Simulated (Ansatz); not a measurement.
# Al$_{2}$O$_{3}$: geometry relaxation (part 1 of 2)

The run: geometry relaxation of Al$_{2}$O$_{3}$ (R-3c, 10 atoms in the cell). Method and program: DFT PBE, scalar-relativistic, plane waves, PAW, no spin polarisation (Ansatz 0.2.0).

The structure derives from an entry of the Crystallography Open Database.

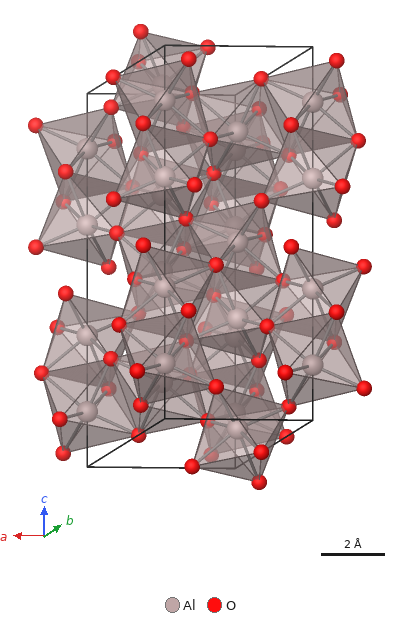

Figure 1. The structure as given in the input (polyhedral view of the cell 3 times as large as that of the calculation, set on its symmetry axes, seen at an oblique angle; polyhedra are completed across the faces of the cell). An atom can appear more than once, as a periodic image.

Summary:

| quantity | value |
| --- | --- |
| outcome | converged |
| space group (tolerance 0.01 Å) | R-3c (167) |
| electrons treated | 48 |
| free energy | −5569.6089 eV |
| Fermi energy | 10.285 eV |
| gap on the k-point mesh | 5.85 eV |
| pressure | 0.02 GPa |
| final volume | 87.60 Å³ |
| largest force (length of the vector) at the end | 0.001 eV/Å |
| final cell | a = 5.181 Å, b = 5.181 Å, c = 5.181 Å, α = 55.30°, β = 55.30°, γ = 55.30° |
| hardware | 2 threads of Arm Neoverse V2, 24 GiB of memory available, shared host |
| wall time | 24 s (CPU time 48 s) |
| peak memory | 0.4 GiB |

Input:
```yaml
crystal:
  lattice:
    - [2.38025, 1.3742379782, 4.3318666667]
    - [-2.38025, 1.3742379782, 4.3318666667]
    - [0.0, -2.7484759565, 4.3318666667]
  atoms:
    - { symbol: Al, position: [0.35216, 0.35216, 0.35216] }
    - { symbol: Al, position: [0.14784, 0.14784, 0.14784] }
    - { symbol: Al, position: [0.64784, 0.64784, 0.64784] }
    - { symbol: Al, position: [0.85216, 0.85216, 0.85216] }
    - { symbol: O, position: [0.55668, 0.94332, 0.25] }
    - { symbol: O, position: [0.25, 0.55668, 0.94332] }
    - { symbol: O, position: [0.94332, 0.25, 0.55668] }
    - { symbol: O, position: [0.44332, 0.05668, 0.75] }
    - { symbol: O, position: [0.75, 0.44332, 0.05668] }
    - { symbol: O, position: [0.05668, 0.75, 0.44332] }
basis:
  ecutwfc: 420
kpoints:
  mp_grid: { grid: [6, 6, 6] }
hamiltonian:
  xc: pbe
scf:
  occupations: { method: gaussian, width: 0.02 }
output:
  forces: true
  stress: true
  eigenvalues: true
  write_density: true
  write_potential: true
  elf: true
  volumetric_format: npy
relax:
  adjacent_minimum: "off"
  f_tol: 0.005
  max_steps: 80
  cell: { stress_tol: 0.05 }
```

Launched with:
```bash
ansatz run input.yaml --threads 2 --pin off --max-ram 5120MiB --backend cpu --events-out ev --progress --plain --runs-dir out
```

Log:
```
Engine: ansatz 0.2.0, aarch64-unknown-linux-gnu
Pseudopotentials: kind: paw
Pseudopotential: Al, paw, valence charge 3, recommended cutoff 420 eV (normal), Al.paw.azcp
Pseudopotential: O, paw, valence charge 6, recommended cutoff 420 eV (normal), O.paw.azcp
Functional definition: PBE
  parameter kappa = 0.804
  parameter beta = 0.06672455060314922
  exchange = pbe_x(kappa = kappa, mu = beta*pi^2/3)
  correlation = pbe_c(beta = beta)
Crystal: 10 atoms, lattice volume = 85.018 Å³
Basis set: ecut = 420 eV, 1653 PW (Γ), exchange–correlation on 72×72×72 points (8 copies of the dense FFT grid, shifted against one another)
Bands: 34, of which v1, the nominal top of the filled ones, is band 24 counted from 1 (23 counted from 0)
Symmetry: 12 space group operations
Space group: R-3c (ITA 167), of the structure as read, at distance tolerance 4.4e-5 Å
k-points: 32 of 216
Non-local potential: Al, projectors of the file, l = 0: 2, l = 1: 2, l = 2: 1
Non-local potential: O, projectors of the file, l = 0: 2, l = 1: 2, l = 2: 1
PAW form: soft (Blöchl's): semilocal exchange-correlation on the pseudo side does not see the compensation charge
PAW one-centre angular grid: Al, 110 points (default); XC on 64 Gauss nodes
PAW one-centre angular grid: O, 110 points (default); XC on 64 Gauss nodes
Initial density: superposition of atomic densities (neutral atoms: chi_scale 0, normalization atom), corrected by the library's trained network
Initial wavefunctions: pseudopotential atomic-orbital guess
Functional: x = pbe(κ = 0.804, μ = 0.2195149727645171), c = pbe(β = 0.06672455060314922)
SCF iter   1: F=—  HF=-5569.549012 eV  |F-HF|=—  |Δ(HF+E_count)|=         —  Δρ=1.70e-3  dr2=1.18e-3  ethr=1.77e-3  ⟨swp⟩=7.7  Hψ=5783  notcnv=0  defer=2
preconditioner: auto → Resta (q_TF=auto, 2.480 Å⁻¹)  ε∞=3.5  [insulator: Δε(μ)=6.209 eV  Ē_g=17.587 eV  σ=0.020 eV  W_gap=1.00  n_scr=20 (ndim 8)  ℏωp=27.9 eV  f_vac=0.000  D(μ)=0.00/eV (n_scr^D=0)  ε∞_Penn≈3.5]
SCF iter   2: F=—  HF=-5569.550187 eV  |F-HF|=—  |Δ(HF+E_count)|=   1.18e-3  Δρ=8.69e-4  dr2=2.50e-4  ethr=2.46e-6  ⟨swp⟩=2.2  Hψ=2308  notcnv=0  defer=113
SCF iter   3: F=—  HF=-5569.550782 eV  |F-HF|=—  |Δ(HF+E_count)|=   5.95e-4  Δρ=2.58e-4  dr2=3.01e-5  ethr=5.20e-7  ⟨swp⟩=2.0  Hψ=1665  notcnv=0  defer=113
SCF iter   4: F=—  HF=-5569.550867 eV  |F-HF|=—  |Δ(HF+E_count)|=   8.52e-5  Δρ=4.83e-5  dr2=1.03e-6  ethr=6.27e-8  ⟨swp⟩=2.0  Hψ=1573  notcnv=0  defer=113
iter 5 did not close the SCF: its close was put off for the readings that it lacked (scf_convergence_deferred on its scf_iter line)
SCF iter   5: F=-5569.550868 eV  HF=-5569.550868 eV  |F-HF|=3.36e-9  |Δ(HF+E_count)|=   1.11e-6  Δρ=8.76e-6  dr2=2.64e-8  ethr=2.15e-9  ⟨swp⟩=2.0  Hψ=1731  notcnv=0  defer=113
SCF iter   6: F=-5569.550868 eV  HF=-5569.550868 eV  |F-HF|=1.30e-9  |Δ(HF+E_count)|=  7.11e-10  Δρ=2.22e-6  dr2=2.31e-9  ethr=5.50e-11  ⟨swp⟩=11.1  Hψ=7165  notcnv=0
SCF 1 converged in 6 iterations: F = -5569.550868 eV  dr2 = 2.31e-9
  greatest PAW one-centre occupation: 0.859 electrons in one spin orbital (limit 2), on the O atom at site 9 (counted from 0), in its partial waves of l = 0
relax step   1: F+E_penalty+E_count = -5569.55086830 eV  Δ(F+E_penalty+E_count) = +0.000e0 eV  max|allowed force component| = 2.901e-2 eV/Å  Δτ_max = 0.0000 Å  P = +7.343 GPa  Ω = 85.018 Å³  (6 SCF iters, dr2 threshold 1.00e-7 eV, accepted)
Crystal: 10 atoms, lattice volume = 86.105 Å³
Basis set: ecut = 420 eV, 1665 PW (Γ), exchange–correlation on 72×72×72 points (8 copies of the dense FFT grid, shifted against one another)
Initial density: handed on by an earlier stage of this run
Initial wavefunctions: those handed on with the density
iter 1 solved again at ethr=1.17e-5 eV; its pass at ethr=3.10e-3 eV (dr2=5.64e-3 eV) is discarded
SCF iter   1: F=—  HF=-5569.584829 eV  |F-HF|=—  |Δ(HF+E_count)|=         —  Δρ=2.78e-3  dr2=5.62e-3  ethr=1.17e-5  ⟨swp⟩=2.9  Hψ=4567  notcnv=0
preconditioner: auto → Resta (q_TF=auto, 2.475 Å⁻¹)  ε∞=3.5  [insulator: Δε(μ)=6.052 eV  Ē_g=17.430 eV  σ=0.020 eV  W_gap=1.00  n_scr=20 (ndim 8)  ℏωp=27.7 eV  f_vac=0.000  D(μ)=0.00/eV (n_scr^D=0)  ε∞_Penn≈3.5]
SCF iter   2: F=—  HF=-5569.583112 eV  |F-HF|=—  |Δ(HF+E_count)|=   1.72e-3  Δρ=6.67e-4  dr2=2.68e-4  ethr=1.17e-5  ⟨swp⟩=2.0  Hψ=1978  notcnv=0
SCF iter   3: F=—  HF=-5569.583110 eV  |F-HF|=—  |Δ(HF+E_count)|=   1.84e-6  Δρ=3.53e-4  dr2=8.95e-5  ethr=5.58e-7  ⟨swp⟩=1.0  Hψ=1088  notcnv=0
SCF iter   4: F=—  HF=-5569.583122 eV  |F-HF|=—  |Δ(HF+E_count)|=   1.16e-5  Δρ=4.96e-5  dr2=2.21e-6  ethr=1.86e-7  ⟨swp⟩=2.5  Hψ=1874  notcnv=0
SCF iter   5: F=-5569.583124 eV  HF=-5569.583124 eV  |F-HF|=3.02e-8  |Δ(HF+E_count)|=   2.15e-6  Δρ=7.72e-6  dr2=4.49e-8  ethr=2.08e-9  ⟨swp⟩=11.3  Hψ=8219  notcnv=0
SCF 2 converged in 5 iterations: F = -5569.583124 eV  dr2 = 4.49e-8
relax step   2: F+E_penalty+E_count = -5569.58312404 eV  Δ(F+E_penalty+E_count) = -3.226e-2 eV  max|allowed force component| = 2.530e-2 eV/Å  Δτ_max = 0.0011 Å  P = +3.996 GPa  Ω = 86.105 Å³  energy of the carried Pulay correction = -5.951e-3 eV  (5 SCF iters, dr2 threshold 1.00e-6 eV, accepted)
Crystal: 10 atoms, lattice volume = 87.436 Å³
Basis set: ecut = 420 eV, 1707 PW (Γ), exchange–correlation on 72×72×72 points (8 copies of the dense FFT grid, shifted against one another)
iter 1 solved again at ethr=1.68e-5 eV; its pass at ethr=3.10e-3 eV (dr2=8.08e-3 eV) is discarded
SCF iter   1: F=—  HF=-5569.595630 eV  |F-HF|=—  |Δ(HF+E_count)|=         —  Δρ=3.28e-3  dr2=7.90e-3  ethr=1.68e-5  ⟨swp⟩=2.8  Hψ=4930  notcnv=0
preconditioner: auto → Resta (q_TF=auto, 2.469 Å⁻¹)  ε∞=3.5  [insulator: Δε(μ)=5.851 eV  Ē_g=17.241 eV  σ=0.020 eV  W_gap=1.00  n_scr=20 (ndim 8)  ℏωp=27.5 eV  f_vac=0.000  D(μ)=0.00/eV (n_scr^D=0)  ε∞_Penn≈3.5]
SCF iter   2: F=—  HF=-5569.593210 eV  |F-HF|=—  |Δ(HF+E_count)|=   2.42e-3  Δρ=7.79e-4  dr2=3.47e-4  ethr=1.65e-5  ⟨swp⟩=2.1  Hψ=1980  notcnv=0
SCF iter   3: F=—  HF=-5569.593199 eV  |F-HF|=—  |Δ(HF+E_count)|=   1.13e-5  Δρ=4.14e-4  dr2=1.16e-4  ethr=7.23e-7  ⟨swp⟩=1.0  Hψ=1088  notcnv=0
SCF iter   4: F=—  HF=-5569.593217 eV  |F-HF|=—  |Δ(HF+E_count)|=   1.82e-5  Δρ=5.76e-5  dr2=2.88e-6  ethr=2.42e-7  ⟨swp⟩=2.3  Hψ=1867  notcnv=0
SCF iter   5: F=-5569.593220 eV  HF=-5569.593220 eV  |F-HF|=4.23e-8  |Δ(HF+E_count)|=   2.84e-6  Δρ=8.57e-6  dr2=5.92e-8  ethr=2.08e-9  ⟨swp⟩=10.9  Hψ=8110  notcnv=0
SCF 3 converged in 5 iterations: F = -5569.593220 eV  dr2 = 5.92e-8
  greatest PAW one-centre occupation: 0.858 electrons in one spin orbital (limit 2), on the O atom at site 7 (counted from 0), in its partial waves of l = 0
relax step   3: F+E_penalty+E_count = -5569.59322023 eV  Δ(F+E_penalty+E_count) = -1.010e-2 eV  max|allowed force component| = 1.085e-2 eV/Å  Δτ_max = 0.0015 Å  P = +0.128 GPa  Ω = 87.436 Å³  energy of the carried Pulay correction = -1.314e-2 eV  (5 SCF iters, dr2 threshold 1.00e-6 eV, accepted)
Crystal: 10 atoms, lattice volume = 87.489 Å³
iter 1 solved again at ethr=3.17e-8 eV; its pass at ethr=3.10e-3 eV (dr2=1.52e-5 eV) is discarded
SCF iter   1: F=—  HF=-5569.592967 eV  |F-HF|=—  |Δ(HF+E_count)|=         —  Δρ=1.71e-4  dr2=1.61e-5  ethr=3.17e-8  ⟨swp⟩=3.0  Hψ=4774  notcnv=0
preconditioner: auto → Resta (q_TF=auto, 2.469 Å⁻¹)  ε∞=3.5  [insulator: Δε(μ)=5.868 eV  Ē_g=17.250 eV  σ=0.020 eV  W_gap=1.00  n_scr=20 (ndim 8)  ℏωp=27.5 eV  f_vac=0.000  D(μ)=0.00/eV (n_scr^D=0)  ε∞_Penn≈3.5]
SCF iter   2: F=—  HF=-5569.592996 eV  |F-HF|=—  |Δ(HF+E_count)|=   2.91e-5  Δρ=6.96e-5  dr2=2.38e-6  ethr=3.17e-8  ⟨swp⟩=2.1  Hψ=1691  notcnv=0
SCF iter   3: F=—  HF=-5569.592995 eV  |F-HF|=—  |Δ(HF+E_count)|=   2.05e-7  Δρ=2.43e-5  dr2=4.06e-7  ethr=4.95e-9  ⟨swp⟩=2.0  Hψ=1764  notcnv=0
SCF iter   4: F=-5569.592996 eV  HF=-5569.592995 eV  |F-HF|=1.55e-8  |Δ(HF+E_count)|=   8.35e-8  Δρ=5.77e-6  dr2=2.28e-8  ethr=4.54e-10  ⟨swp⟩=9.6  Hψ=6613  notcnv=0
SCF 4 converged in 4 iterations: F = -5569.592996 eV  dr2 = 2.28e-8
relax step   4: F+E_penalty+E_count = -5569.59299551 eV  Δ(F+E_penalty+E_count) = +2.247e-4 eV  max|allowed force component| = 3.616e-3 eV/Å  Δτ_max = 0.0006 Å  P = -0.004 GPa  Ω = 87.489 Å³  energy of the carried Pulay correction = -1.342e-2 eV  (4 SCF iters, dr2 threshold 2.18e-7 eV, accepted)
Crystal: 10 atoms, lattice volume = 87.487 Å³
iter 1 solved again at ethr=7.78e-10 eV; its pass at ethr=3.10e-3 eV (dr2=3.73e-7 eV) is discarded
SCF iter   1: F=—  HF=-5569.592982 eV  |F-HF|=—  |Δ(HF+E_count)|=         —  Δρ=3.67e-5  dr2=5.04e-7  ethr=7.78e-10  ⟨swp⟩=3.2  Hψ=4961  notcnv=0
preconditioner: auto → Resta (q_TF=auto, 2.469 Å⁻¹)  ε∞=3.5  [insulator: Δε(μ)=5.867 eV  Ē_g=17.250 eV  σ=0.020 eV  W_gap=1.00  n_scr=20 (ndim 8)  ℏωp=27.5 eV  f_vac=0.000  D(μ)=0.00/eV (n_scr^D=0)  ε∞_Penn≈3.5]
SCF iter   2: F=—  HF=-5569.593015 eV  |F-HF|=—  |Δ(HF+E_count)|=   3.30e-5  Δρ=1.80e-5  dr2=1.35e-7  ethr=7.78e-10  ⟨swp⟩=2.0  Hψ=1855  notcnv=0
SCF iter   3: F=-5569.593015 eV  HF=-5569.593015 eV  |F-HF|=4.13e-10  |Δ(HF+E_count)|=   2.61e-8  Δρ=2.32e-6  dr2=3.49e-9  ethr=3.21e-11  ⟨swp⟩=5.7  Hψ=6350  notcnv=0
SCF 5 converged in 3 iterations: F = -5569.593015 eV  dr2 = 3.49e-9
  greatest PAW one-centre occupation: 0.858 electrons in one spin orbital (limit 2), on the O atom at site 9 (counted from 0), in its partial waves of l = 0
relax step   5: F+E_penalty+E_count = -5569.59301533 eV  Δ(F+E_penalty+E_count) = -1.983e-5 eV  max|allowed force component| = 2.295e-3 eV/Å  Δτ_max = 0.0001 Å  P = -0.002 GPa  Ω = 87.487 Å³  energy of the carried Pulay correction = -1.341e-2 eV  (3 SCF iters, dr2 threshold 1.54e-8 eV, accepted)
Initial wavefunctions: pseudopotential atomic-orbital guess (no wavefunctions were taken with the density)
iter 1 solved again at ethr=5.66e-8 eV; its pass at ethr=3.10e-3 eV (dr2=2.72e-5 eV) is discarded
SCF iter   1: F=—  HF=-5569.608576 eV  |F-HF|=—  |Δ(HF+E_count)|=         —  Δρ=3.46e-4  dr2=1.28e-5  ethr=5.66e-8  ⟨swp⟩=3.3  Hψ=9090  notcnv=0
SCF iter   2: F=—  HF=-5569.608724 eV  |F-HF|=—  |Δ(HF+E_count)|=   1.48e-4  Δρ=1.66e-4  dr2=2.97e-6  ethr=2.66e-8  ⟨swp⟩=2.0  Hψ=1655  notcnv=0
SCF iter   3: F=—  HF=-5569.608762 eV  |F-HF|=—  |Δ(HF+E_count)|=   3.78e-5  Δρ=4.83e-5  dr2=2.23e-7  ethr=6.19e-9  ⟨swp⟩=2.5  Hψ=1888  notcnv=0
SCF iter   4: F=—  HF=-5569.608764 eV  |F-HF|=—  |Δ(HF+E_count)|=   2.75e-6  Δρ=2.28e-6  dr2=1.64e-9  ethr=4.65e-10  ⟨swp⟩=2.0  Hψ=1856  notcnv=0
SCF iter   5: F=-5569.608764 eV  HF=-5569.608764 eV  |F-HF|=5.46e-12  |Δ(HF+E_count)|=   5.01e-9  Δρ=2.75e-7  dr2=6.46e-11  ethr=1.00e-12  ⟨swp⟩=7.0  Hψ=5299  notcnv=0
SCF 6 converged in 5 iterations: F = -5569.608764 eV  dr2 = 6.46e-11
relax step   6: F+E_penalty+E_count = -5569.60876447 eV  Δ(F+E_penalty+E_count) = -1.575e-2 eV  max|allowed force component| = 1.719e-3 eV/Å  Δτ_max = 0.0000 Å  P = +0.322 GPa  Ω = 87.487 Å³  stress off target by 3.24e-1 GPa  SCF on the basis re-selected at this cell (its energy is not comparable with the rows above)  (5 SCF iters)
basis re-selected at this cell: Δ(F+E_penalty+E_count) = -1.575e-2 eV, ΔP = +0.324 GPa vs the last step (what re-selecting the basis moved, of the pressure what is left beyond the Pulay correction that the steps carried, after the strain that the cell walked since its last selection, with what the two solves' SCF thresholds leave and, on support functions, any second-order correction that the steps lacked; it is no measure of the basis error at this ecutwfc). This SCF's stress stands 3.24e-1 GPa from its target on what of the cell is left free (relax.cell.stress_tol is 5.00e-2 GPa) and its largest allowed force component is 1.72e-3 eV/Å (relax.f_tol is 5.00e-3 eV/Å): not within both, so this SCF does not close the relaxation
Crystal: 10 atoms, lattice volume = 87.602 Å³
iter 1 solved again at ethr=1.20e-7 eV; its pass at ethr=3.10e-3 eV (dr2=5.78e-5 eV) is discarded
SCF iter   1: F=—  HF=-5569.608249 eV  |F-HF|=—  |Δ(HF+E_count)|=         —  Δρ=2.74e-4  dr2=5.60e-5  ethr=1.20e-7  ⟨swp⟩=2.2  Hψ=4073  notcnv=0
preconditioner: auto → Resta (q_TF=auto, 2.468 Å⁻¹)  ε∞=3.5  [insulator: Δε(μ)=5.849 eV  Ē_g=17.232 eV  σ=0.020 eV  W_gap=1.00  n_scr=20 (ndim 8)  ℏωp=27.5 eV  f_vac=0.000  D(μ)=0.00/eV (n_scr^D=0)  ε∞_Penn≈3.5]
SCF iter   2: F=—  HF=-5569.608265 eV  |F-HF|=—  |Δ(HF+E_count)|=   1.58e-5  Δρ=6.55e-5  dr2=2.58e-6  ethr=1.17e-7  ⟨swp⟩=2.0  Hψ=1658  notcnv=0
SCF iter   3: F=—  HF=-5569.608264 eV  |F-HF|=—  |Δ(HF+E_count)|=   3.48e-7  Δρ=3.48e-5  dr2=8.89e-7  ethr=5.48e-10  ⟨swp⟩=10.6  Hψ=7553  notcnv=0
SCF iter   4: F=-5569.608264 eV  HF=-5569.608264 eV  |F-HF|=1.84e-8  |Δ(HF+E_count)|=   1.10e-7  Δρ=4.82e-6  dr2=1.96e-8  ethr=5.48e-10  ⟨swp⟩=5.8  Hψ=6132  notcnv=0
SCF 7 converged in 4 iterations: F = -5569.608264 eV  dr2 = 1.96e-8
relax step   7: F+E_penalty+E_count = -5569.60826446 eV  Δ(F+E_penalty+E_count) = +5.000e-4 eV  max|allowed force component| = 6.087e-4 eV/Å  Δτ_max = 0.0001 Å  P = +0.012 GPa  Ω = 87.602 Å³  energy of the carried Pulay correction = -6.206e-4 eV  (4 SCF iters, dr2 threshold 2.63e-7 eV, accepted)
iter 1 solved again at ethr=2.26e-8 eV; its pass at ethr=3.10e-3 eV (dr2=1.09e-5 eV) is discarded
SCF iter   1: F=—  HF=-5569.608801 eV  |F-HF|=—  |Δ(HF+E_count)|=         —  Δρ=7.06e-5  dr2=1.26e-7  ethr=2.26e-8  ⟨swp⟩=3.5  Hψ=9132  notcnv=0
preconditioner: auto → Resta (q_TF=auto, 2.468 Å⁻¹)  ε∞=3.5  [insulator: Δε(μ)=5.851 eV  Ē_g=17.234 eV  σ=0.020 eV  W_gap=1.00  n_scr=20 (ndim 8)  ℏωp=27.5 eV  f_vac=0.000  D(μ)=0.00/eV (n_scr^D=0)  ε∞_Penn≈3.5]
SCF iter   2: F=—  HF=-5569.608859 eV  |F-HF|=—  |Δ(HF+E_count)|=   5.76e-5  Δρ=3.56e-5  dr2=3.69e-8  ethr=2.63e-10  ⟨swp⟩=2.9  Hψ=2023  notcnv=0
SCF iter   3: F=—  HF=-5569.608867 eV  |F-HF|=—  |Δ(HF+E_count)|=   8.53e-6  Δρ=2.74e-6  dr2=2.66e-9  ethr=7.68e-11  ⟨swp⟩=2.7  Hψ=1936  notcnv=0
SCF iter   4: F=—  HF=-5569.608867 eV  |F-HF|=—  |Δ(HF+E_count)|=   1.58e-8  Δρ=9.34e-7  dr2=3.60e-10  ethr=5.53e-12  ⟨swp⟩=2.0  Hψ=1659  notcnv=0
SCF iter   5: F=-5569.608867 eV  HF=-5569.608867 eV  |F-HF|=5.00e-11  |Δ(HF+E_count)|=   4.19e-9  Δρ=1.60e-7  dr2=1.85e-11  ethr=1.00e-12  ⟨swp⟩=6.6  Hψ=4766  notcnv=0
SCF 8 converged in 5 iterations: F = -5569.608867 eV  dr2 = 1.85e-11
relax step   8: F+E_penalty+E_count = -5569.60886748 eV  Δ(F+E_penalty+E_count) = -6.030e-4 eV  max|allowed force component| = 5.840e-4 eV/Å  Δτ_max = 0.0000 Å  P = +0.018 GPa  Ω = 87.602 Å³  stress off target by 2.06e-2 GPa  SCF on the basis re-selected at this cell (its energy is not comparable with the rows above)  (5 SCF iters)
```

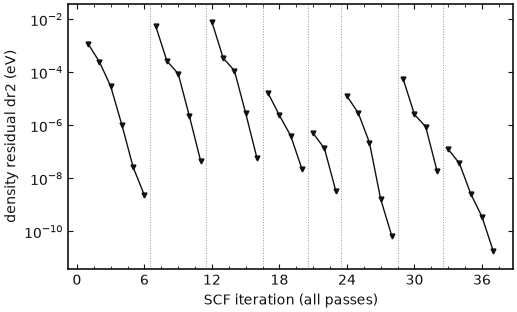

Figure 2. Convergence of the self-consistent field: density residual dr2 against the SCF iteration. The dotted lines part the SCF passes of the relaxation: geometry steps, rejected trials and re-solves on a re-selected basis. The 8 passes take 3 to 6 iterations each, 37 in all.

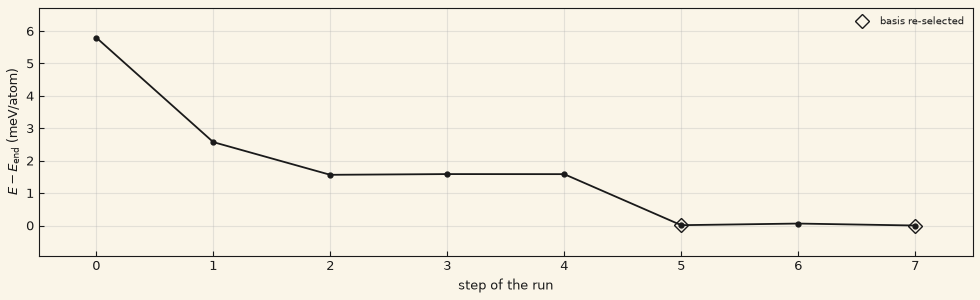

Figure 3. Progress of the relaxation, step by step (the first geometry is step 0 here and step 1 in the log).
